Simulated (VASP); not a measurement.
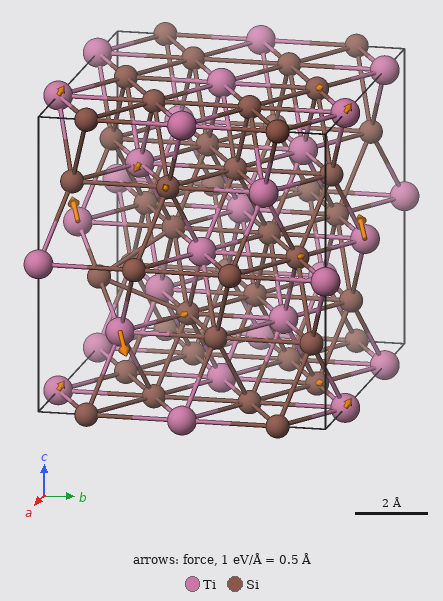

Starting geometry of a defect cell of composition Ti$_{16}$Si$_{31}$ with the computed forces as orange arrows. Style: ball-and-stick. Shown: the cell of the calculation, slightly off an axis.

The run lets the atoms move in a fixed cell.

Level of theory: VASP, Kohn-Sham DFT of a periodic cell, PBE, VASP PAW PBE potentials, recommended.

Input file:
```
SYSTEM = Ti16Si31
PREC = Accurate
ENCUT = 520
EDIFF = 1E-6
ISMEAR = 1
SIGMA = 0.1
LREAL = .False.
LASPH = .True.
NELM = 80
ALGO = Normal
ISIF = 2
LWAVE = .False.
LCHARG = .False.
GGA = PE
IBRION = 2
NSW = 60
EDIFFG = -0.01
```

Launched with:
```bash
cat potpaw_PBE.64/Ti_sv/POTCAR potpaw_PBE.64/Si/POTCAR > POTCAR
mpirun -np 8 vasp_std > vasp.out
```

> What follows when this structure is relaxed?

It isn't relaxed: the largest force vector, on Ti atoms, is 2.02 eV/Å. The final displacements follow the starting forces only in part (cosine between the two patterns 0.81). The largest moves, 0.12 Å, are those of Ti atoms. Largest moves by element: Ti 0.12 Å, Si 0.10 Å. The lattice vectors keep their values. Some distances before and after: Si–Ti 2.323 → 2.441 Å, Si–Si 2.751 → 2.646 Å, Ti–Ti 3.194 → 3.092 Å, Si–Ti 2.743 → 2.830 Å. Over 15 geometry steps the energy falls by 0.480 eV per cell of the calculation. Largest force component: 1.6 eV/Å at the start, 0.0044 eV/Å at the end.

Limits of the set-up: the periodic images lie only 8.2 Å apart, so the values are limited by the cell's size.
